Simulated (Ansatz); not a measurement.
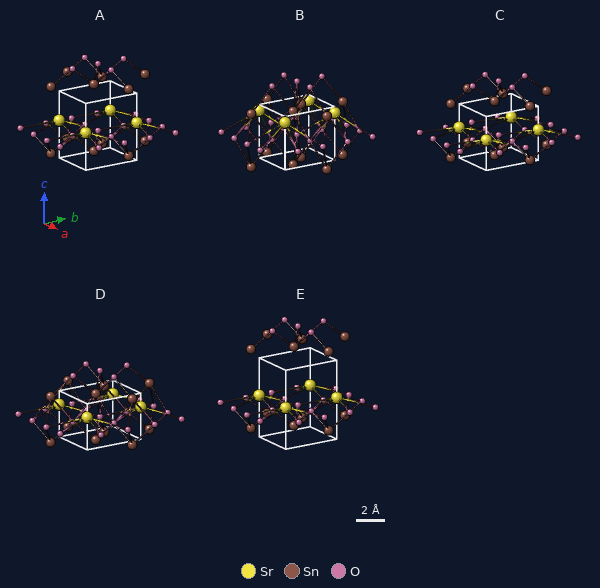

5 geometries from one relaxation of solid SrSn$_{2}$O$_{3}$ (a generated structure, set up in P6mm) (coarse preliminary run), in shuffled order. A ball-and-stick model of the cell of the calculation, seen slightly off an axis.

Theory: Ansatz, DFT PBE, scalar-relativistic, plane waves, PAW. (plane-wave cutoff 420 eV; k-point mesh 6 × 6 × 4; occupations gaussian; smearing width 0.1 eV; no spin polarisation; cell and atoms relaxed; force threshold 0.04 eV/Å; at most 70 steps)

### Order the frames from highest to lowest energy.

B, D, C, A, E. They are steps 0, 5, 9, 18, 29, at +5.427 eV per cell of the calculation, +2.623 eV per cell of the calculation, +0.955 eV per cell of the calculation, +0.196 eV per cell of the calculation relative to the last. Over 23 accepted moves (29 points after the start) the energy falls by 5.427 eV per cell of the calculation. Largest force component: 0.84 eV/Å at the start, 0.017 eV/Å at the end. The pressure goes from −3.18 to 0.10 GPa. The line search rejected the trial steps at points 13, 24 of the run. The SCF was repeated 4 times at an unchanged geometry on a basis and grid sized afresh for the cell, which shifted the energy by 0.233 eV per cell of the calculation at most. The largest move relative to the cell is that of the Sr atom, 2.11 Å along −c. Largest moves by element: Sr 2.11 Å, Sn 1.41 Å, O 0.24 Å. The drawn cell changes as follows: a = b 5.579 → 5.722 Å (+2.6 %), c 3.919 → 5.806 Å (+48.1 %); the volume changes by +55.8 %. Some distances before and after: O–Sn 2.547 → 4.859 Å, Sn–Sr 3.234 → 5.148 Å, O–Sn 2.526 → 2.063 Å, O–Sr 3.258 → 2.928 Å. Among the angles between lasting bonds that change: Sn–O–Sn 79.2° → 106.4°, O–Sn–O 67.1° → 87.8°. The space group stays P6mm (No. 183). The run took 9.4 min on 1 thread of AMD EPYC (Zen 3), on a shared host, peak memory 0.44 GiB.
